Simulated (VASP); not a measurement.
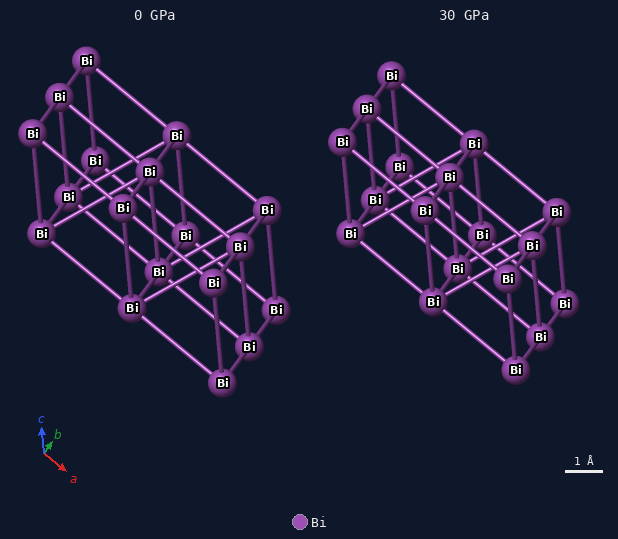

Crystalline Bi (set up in Im-3m), relaxed (cell and atoms) at several target pressures. The picture shows the first and the last member. The picture is a ball-and-stick view of the cell of the calculation, repeated 2 × 2 × 1 with one cell outlined, seen slightly off an axis.

Computed with VASP 6.6.1: PBEsol, VASP PAW PBE potentials, recommended. (plane-wave cutoff 600 eV; k-point mesh 9 × 9 × 9; occupations fermi-dirac; smearing width 0.05 eV; no spin polarisation)

| pressure (GPa) | volume (Å³/atom) | a (Å) |
| --- | --- | --- |
| 0 | 30.038 | 3.392 |
| 2 | 29.113 | 3.357 |
| 5 | 27.913 | 3.310 |
| 10 | ? | ? |
| 20 | 24.351 | 3.163 |
| 30 | 22.933 | 3.100 |

One row is withheld. What does the calculation give there?

Murnaghan's form V = V₀(1 + B′P/B₀)^(−1/B′), with V₀ = 30.038 Å³ from the row at zero pressure, fits the other rows with B₀ = 58.2 GPa and B′ = 4.37 (largest miss 0.021 Å³). At 10 GPa it gives 30.038 × (1 + 4.37 × 10/58.2)^(−1/4.37) = 26.425 Å³ per atom. The calculation gives 26.423 Å³/atom (a = 3.250 Å). The estimate is 0.002 Å³/atom too high. From the first member to the last: Bi–Bi 3.392 → 3.100 Å.

The whole series:

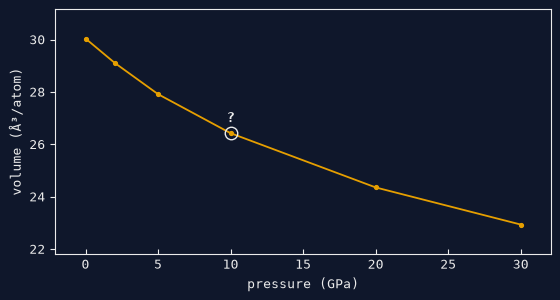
